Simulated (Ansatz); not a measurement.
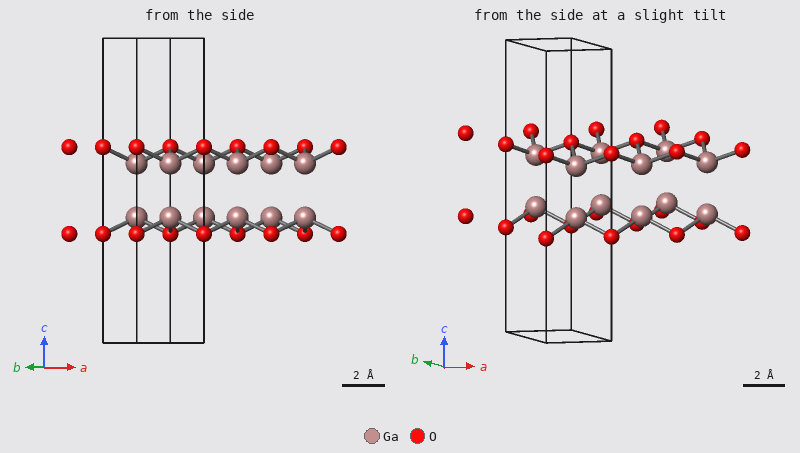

A ball-and-stick picture of a periodic slab, seen from the side and from the side at a slight tilt. The surface normal points up in side views; the box is the simulation cell. 3×2 cells are drawn in the plane, with atoms at the edges repeated.

The cell holds 2 Ga, 2 O.

Question: What is exposed at the top and at the bottom?

Answer: The top face ends in O, the bottom face in O. The two faces are alike.

Question: How thick is it?

Answer: About 4.2 Å from the lowest to the highest atom, with about 11 Å of vacuum to the next image.

Question: What layers make up the slab, from top to bottom?

Answer: Four planes: O / Ga / Ga / O.

Question: Give the coordination of the atoms.

Answer: The Ga atoms are each bonded to three O in a trigonal pyramidal arrangement at about 2.0 Å. The O atoms are each bonded to three Ga in a trigonal pyramidal arrangement at about 2.0 Å. Not all metal-metal contacts are counted. The bonds build GaO layers parallel to the surface.

The structure comes from a structure listed in the Materials Project, with elements exchanged, so it need not be a known form of the compound. The cell was then strained or its atoms displaced on purpose. It was the input of a calculation with Ansatz.

At this level of theory the run's own cell isn't at rest (stretched, at -6 GPa and forces up to 1.3 eV/Å), so its distances can differ from those at equilibrium, the more so the softer the solid.
